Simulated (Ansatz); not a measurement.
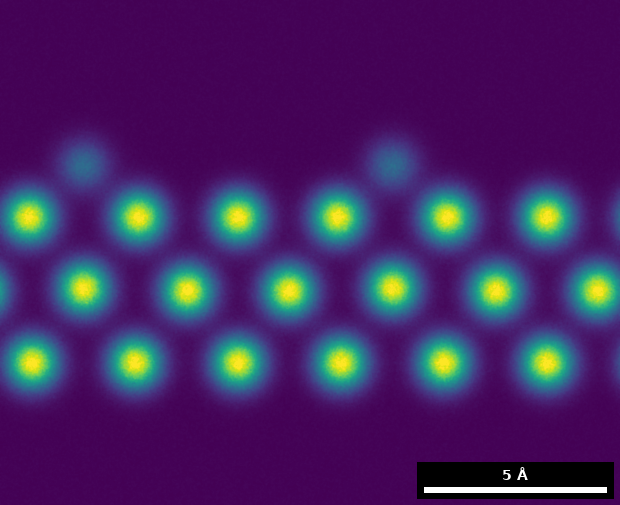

Cross-section of a slab, seen along a direction in its plane, the normal pointing up. Simulation: incoherent imaging, intensity Z^1.7 per atom, probe width 1.14 Å, thin sample. Shot noise was added. Structure: the geometry relaxed in a fixed cell with DFT PBEsol, scalar-relativistic, plane waves, PAW (Ansatz). The model holds Al.

Q: How many atomic planes does the slab have, and what do they hold from top to bottom?

A: 4 planes (atoms within 0.35 Å in height count as one plane):

```tsv
plane	content	depth below the top plane (Å)
1	Al	0.0
2	Al	1.4
3	Al	3.4
4	Al	5.4
```

Q: How thick is it, and how does it end on either side?

A: The outermost planes are 5.4 Å apart. The upper face ends in Al and the lower in Al, so the sequence of planes is the same from both sides.

The model is a slab of composition Al.
